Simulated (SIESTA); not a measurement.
## A series of single points on C

System: C (P6₃/mmc, 12 atoms in the cell).
Method: Kohn-Sham DFT of a periodic cell, LDA, PseudoDojo 0.4 standard, converted to PSML, no spin polarisation (SIESTA 5.4.2).

The 7 runs differ only in the geometry, by an even scaling of the cell at fixed fractional positions. The structure derives from an entry of the Crystallography Open Database.

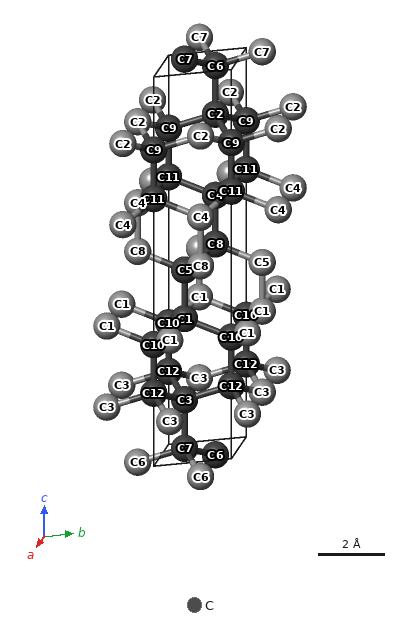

Figure 1. The structure of run 4 (ball-and-stick view of the cell of the calculation, seen slightly off an axis; neighbours outside the cell are drawn fainter; atoms are numbered from 1 in the order of the input). An atom can appear more than once, as a periodic image.

### Input of run 4
```
SystemName                      Carbon
SystemLabel                     C
NumberOfSpecies                 1
NumberOfAtoms                   12
%block ChemicalSpeciesLabel
  1   6 C
%endblock ChemicalSpeciesLabel

LatticeConstant                 1.0 Ang
%block LatticeVectors
     2.5221000000     0.0000000000     0.0000000000
    -1.2610500000     2.1842026709     0.0000000000
     0.0000000000     0.0000000000    12.3557000000
%endblock LatticeVectors
AtomicCoordinatesFormat         Fractional
%block AtomicCoordinatesAndAtomicSpecies
     0.6666666667     0.3333333333     0.3541700000  1  C
     0.3333333333     0.6666666667     0.8541700000  1  C
     0.6666666667     0.3333333333     0.1458300000  1  C
     0.3333333333     0.6666666667     0.6458300000  1  C
     0.6666666667     0.3333333333     0.4791700000  1  C
     0.3333333333     0.6666666667     0.9791700000  1  C
     0.6666666667     0.3333333333     0.0208300000  1  C
     0.3333333333     0.6666666667     0.5208300000  1  C
     0.0000000000     0.0000000000     0.8125000000  1  C
     0.0000000000     0.0000000000     0.3125000000  1  C
     0.0000000000     0.0000000000     0.6875000000  1  C
     0.0000000000     0.0000000000     0.1875000000  1  C
%endblock AtomicCoordinatesAndAtomicSpecies

%block kgrid.MonkhorstPack
    9   0   0  0.0
    0   9   0  0.0
    0   0   2  0.0
%endblock kgrid.MonkhorstPack
XC.Functional                   LDA
XC.Authors                      PW92
PAO.BasisSize                   DZP
PAO.EnergyShift                 0.003 Ry
Mesh.Cutoff                     500 Ry
OccupationFunction              FD
ElectronicTemperature           0.05 eV
MaxSCFIterations                120
SCF.MustConverge                false
SCF.Mixer.Method                Pulay
SCF.Mixer.Weight                0.25
SCF.Mixer.History               8
SCF.DM.Tolerance                5.0e-05
SCF.H.Tolerance                 1.0e-03 eV
WriteForces                     true
Charge.Mulliken                 end
```

Command:
```bash
siesta < C.fdf > C.out 2>&1
```

Run 3 differs from it as follows:
```diff
-     2.5221000000     0.0000000000     0.0000000000
-    -1.2610500000     2.1842026709     0.0000000000
-     0.0000000000     0.0000000000    12.3557000000
+     2.5051726443     0.0000000000     0.0000000000
+    -1.2525863222     2.1695431509     0.0000000000
+     0.0000000000     0.0000000000    12.2727733403
```

### Results, with one run withheld

| run | volume per atom (Å³) | free energy per atom, from the lowest run given (meV) | pressure (GPa) | gap on the mesh (eV) |
| --- | --- | --- | --- | --- |
| 1 | 5.332 | 25.21 | 27.83 | 4.67 |
| 2 | 5.445 | 9.49 | 16.75 | 4.61 |
| 3 | 5.559 | ? | ? | ? |
| 4 | 5.672 | 0.00 | −2.72 | 4.49 |
| 5 | 5.786 | 4.97 | −11.23 | 4.43 |
| 6 | 5.899 | 15.71 | −19.02 | 4.37 |
| 7 | 6.012 | 31.73 | −26.10 | 4.31 |

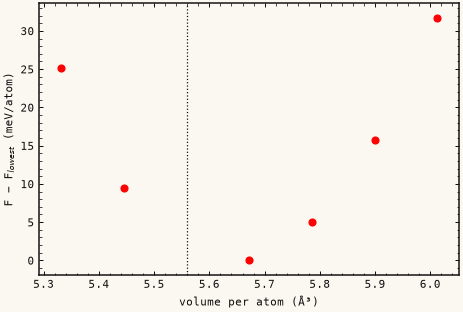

Figure 2. Free energy per atom of the runs given; the dotted line marks run 3.

What should run 3 give?

A cubic polynomial in V^(−2/3) (the Birch–Murnaghan form), fitted to the 6 runs given, misses them by at most 0.04 meV per atom. With x = V^(−2/3) − 0.31403 Å⁻², it reads F = 0.16706 − 600.12 x + 1.8145e+05 x² − 1.753e+05 x³ (meV per atom). At run 3 it gives 1.27 meV per atom, and the run itself gives 1.30. The slope of the fit gives a pressure −dF/dV of 6.56 GPa there, and the run prints 6.55 GPa. The fit has its minimum at 5.638 Å³ per atom, where V d²F/dV² gives 455 GPa. Cell shape and fractional positions are held, so this is the stiffness under even scaling; the relaxed bulk modulus wasn't computed. The gap on the mesh goes, without turning, from 4.67 eV in run 1 to 4.31 eV in run 7; run 3 has 4.55 eV. These are gaps of this functional on this mesh, which can miss the band edges; they aren't the measured gap.

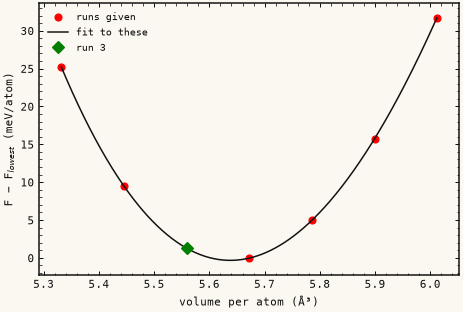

Figure 3. The fit and the withheld run.

### Some lines of the output (run 3)
```
[...]
outcell: Cell volume (Ang**3)        :     66.7035
stepf: Fermi-Dirac step function
siesta: Etot    =     -1966.796437
siesta: FreeEng =     -1966.796437
        iscf     Eharris(eV)        E_KS(eV)     FreeEng(eV)     dDmax    Ef(eV) dHmax(eV)
siesta: E_KS(eV) =            -1967.6205
siesta: E_KS - E_eggbox =     -1967.6205
siesta: Etot    =     -1967.620525
siesta: FreeEng =     -1967.620525
siesta:         Fermi =      -5.001063
siesta: Cell volume =         66.703507 Ang**3
    Orbital volume contribution        =           7.022174 eV
```

Notes: Points of doubt noted for this run: mulliken charges of long orbitals. With a small basis of atomic orbitals these values can differ much from converged plane-wave results.
